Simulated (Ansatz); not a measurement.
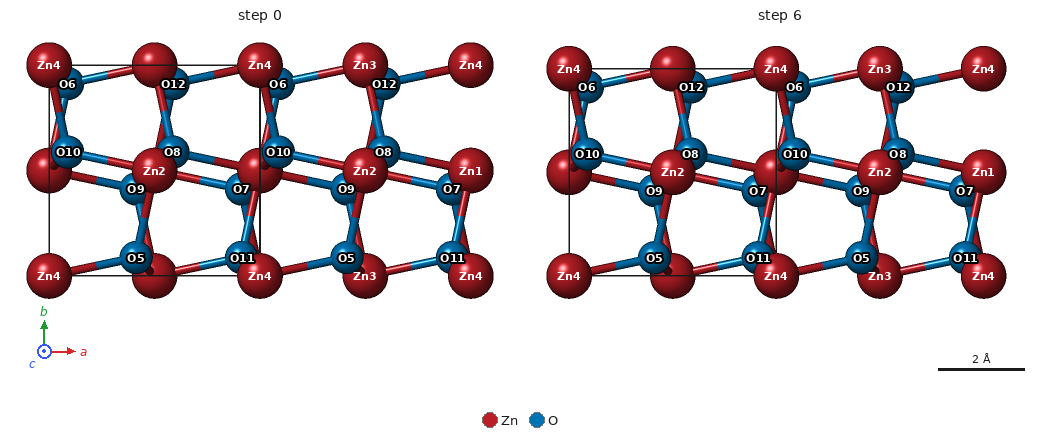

The structure of a crystal of ZnO₂ (set up in Pa-3) before (left) and after (right) a relaxation, at one scale.

Style: ball-and-stick. Shown: the cell of the calculation, repeated 2 × 1 × 1 with one cell outlined, along the c axis.

The calculation used Ansatz, DFT r2SCAN, scalar-relativistic, plane waves, PAW. (plane-wave cutoff 500 eV; k-point mesh 6 × 6 × 6; occupations gaussian; smearing width 0.02 eV; no spin polarisation; cell and atoms relaxed; force threshold 0.005 eV/Å; at most 80 steps)

Describe what moved and what it gained.

No atom moves by more than 0.005 Å relative to the cell. Cell: a = b = c 4.957 → 4.873 Å (−1.7 %). Volume −5.0 %. Near-neighbour distances that change, for instance: Zn1–O10 2.135 → 2.098 Å, O5–O12 1.501 → 1.481 Å. The space group stays Pa-3 (No. 205). After 4 accepted moves (6 points after the start) the energy has fallen by 0.156 eV per cell of the calculation. The largest force component goes from 0.12 to under 0.0001 eV/Å. Pressure: −7.87 GPa at the start and 0.01 GPa at the end. The SCF was repeated twice at an unchanged geometry on a basis and grid sized afresh for the cell, which shifted the energy by 5.6 meV per cell of the calculation at most.
